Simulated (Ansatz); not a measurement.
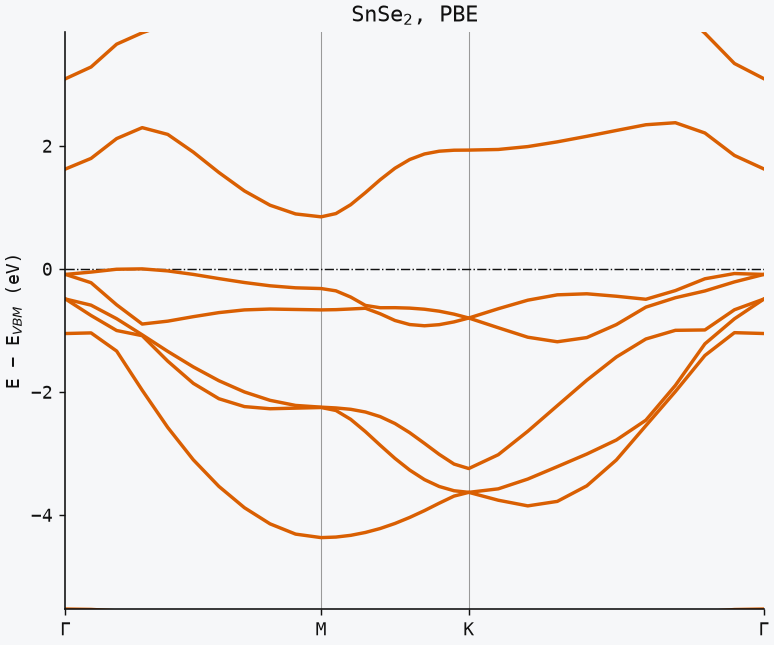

Band structure. Energies are counted from the top of the valence band.

Input of the run:

```
crystal:
  lattice:
    - [3.8351933202, 0.0, 0.0]
    - [-1.9175966601, 3.3213748437, 0.0]
    - [0.0, 0.0, 30.0650267632]
  atoms:
    - { symbol: Sn, position: [0.0, 0.0, 0.2993511388] }
    - { symbol: Se, position: [0.3333333333, 0.6666666667, 0.3516920135] }
    - { symbol: Se, position: [0.6666666667, 0.3333333333, 0.2470102641] }
  periodic: [true, true, false]
kpoints:
  mp_grid: { grid: [12, 12, 1] }
  band_path:
    path:
      - [0, 0, 0]
      - [0.5, 0, 0]
      - [0.3333333333333, 0.3333333333333, 0]
      - [0, 0, 0]
    npoints: 10
hamiltonian:
  xc: pbe
scf:
  occupations: { method: fermi_dirac, width: 0.02 }
  n_extra_bands: 4
output:
  forces: true
  stress: true
  eigenvalues: true
  write_density: true
  write_potential: true
  elf: true
  volumetric_format: npy
```

System: a single 1T layer of SnSe$_{2}$, 3 atoms in the cell, relaxed with r2SCAN.

Method: PBE, Ansatz PAW set, no spin polarisation, no spin-orbit coupling, 12×12×1 k mesh, 420 eV cutoff, Fermi-Dirac smearing of 0.02 eV (Ansatz 0.2.0).

> Is there a gap? Give its size, its kind and where the band edges lie.

The material is gapped. The gap along this path is 0.85 eV and indirect, from the valence-band top between Γ and M to the conduction-band bottom at M; the smallest direct gap is 1.17 eV, at M. At Γ the top valence band lies only 0.09 eV lower.

> How much do the top valence band and the lowest conduction band disperse along the path?

The top valence band spans 0.8 eV and the lowest conduction band 1.5 eV.

> What are the direct gaps at M, Γ and K?

The direct gaps are 1.17 eV at M, 1.71 eV at Γ and 2.73 eV at K.

Spin-orbit coupling is left out, which matters for Sn and Se. LDA, GGA and most meta-GGA functionals understate gaps. The sheet was built from a prototype and needn't be a known or stable phase.
